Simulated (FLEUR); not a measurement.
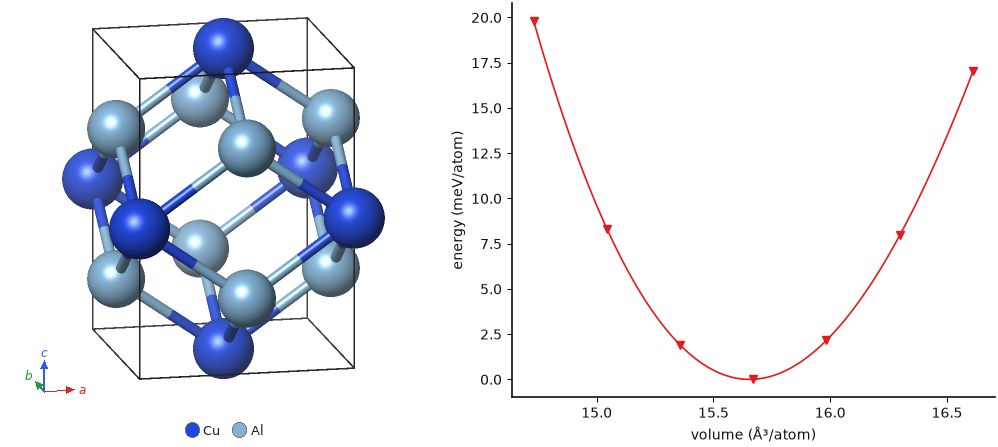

Figure. Energy against volume for Al₂Cu, space group I4/mmm (No. 139). The conventional cell is drawn beside the plot.

A third-order Birch–Murnaghan fit gives V0 = 15.65 Å³/atom, B0 = 104 GPa and B′ = 4.5. The energy is 19.78 meV/atom at volume 14.73 Å³/atom and 17.02 meV/atom at 16.61 Å³/atom; the lowest computed point is at volume 15.67 Å³/atom (0.00 meV/atom).

How it was computed, with FLEUR MaX-R8.1 (later development tree): all-electron LAPW DFT, no spin polarisation; energies at scaled volumes of the given cell, shape and fractions fixed, counted from the fit's minimum, third-order Birch-Murnaghan fit. Level: PBEsol.

```tsv
setting	value
k mesh	9×9×9
occupations	Fermi–Dirac
smearing width	0.05 eV
potentials	all electron
program settings	basis FLAPW, kmax 4.97 1/bohr
```

Cell as given: a = 4.046 Å, b = 4.046 Å, c = 4.046 Å, α = 119.77°, β = 119.77°, γ = 90.41°; 3 atoms.

Keep in mind: shape and atomic fractions are frozen while scaling, which makes layered, chain and framework solids too stiff.
